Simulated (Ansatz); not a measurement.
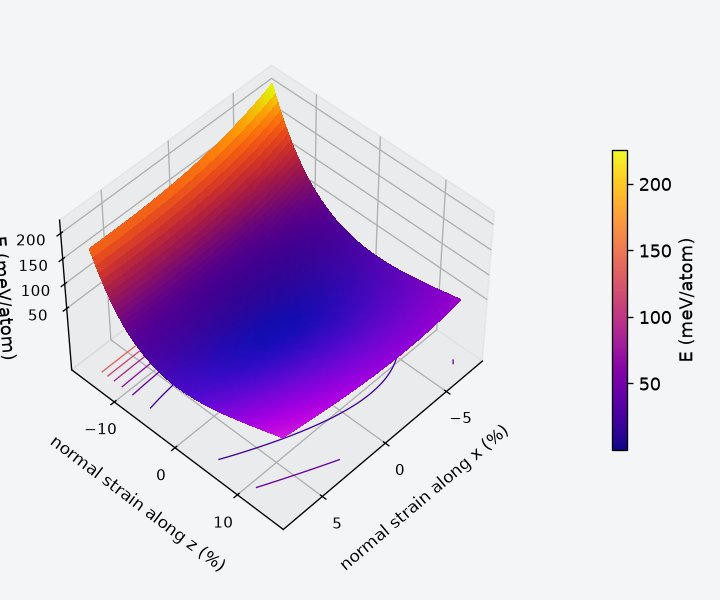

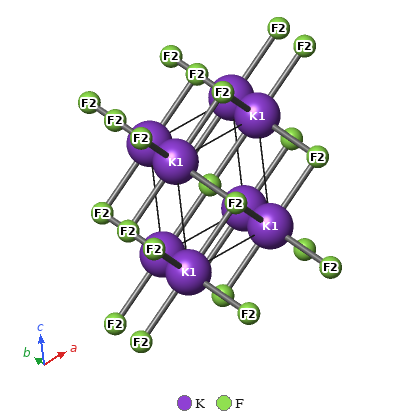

Energy landscape of KF (Fm-3m, No. 225; 2 atoms in the cell). The energy is mapped over two homogeneous strains (x, y and z along the cube axes). First axis: normal strain along x. Second axis: normal strain along z. Nothing is relaxed (symmetry fixes all fractional coordinates). The grid has 9 × 9 points. Points are written as (first, second). All energies are given in meV/atom relative to the lowest grid point. The calculation used DFT PBE, scalar-relativistic, plane waves, PAW (Ansatz). Settings: cutoff 520 eV, k-mesh 8×8×8, gaussian smearing 0.05 eV, no spin polarisation.

Drawn: a relief with its contours projected below. Between grid points the surface is interpolated. The second picture is the structure at the lowest point

Question: What does the map say about the system?

Answer: The lowest grid point is at (0.00 %, 0.00 %). No other kind of well shows on this grid. The highest grid point, (−7.00 %, −15.00 %), lies 225 meV/atom above the lowest. Round the minimum the valley is somewhat tilted: raising normal strain along x shifts the best value of normal strain along z downwards (coupling k₁₂/√(k₁₁k₂₂) about 0.2). The gap on the k-mesh is 6.0 eV at the lowest point and runs from 5.0 to 6.7 eV over the map.

The input of one point:

```yaml
crystal:
  lattice:
    - [0.0, 2.7105354767, 2.7105354767]
    - [2.7105354767, 0.0, 2.7105354767]
    - [2.7105354767, 2.7105354767, 0.0]
  atoms:
    - { symbol: K, position: [0.0, 0.0, 0.0] }
    - { symbol: F, position: [0.5, 0.5, 0.5] }
basis:
  ecutwfc: 520.0
kpoints:
  mp_grid: { grid: [8, 8, 8] }
hamiltonian:
  xc: pbe
scf:
  occupations: { method: gaussian, width: 0.05 }
output:
  forces: true
  stress: true
  eigenvalues: true
```

Time for the 81 points that were run: 2.1 min on 1 thread of Intel(R) Xeon(R) 6975P-C (Granite Rapids), on a shared host.
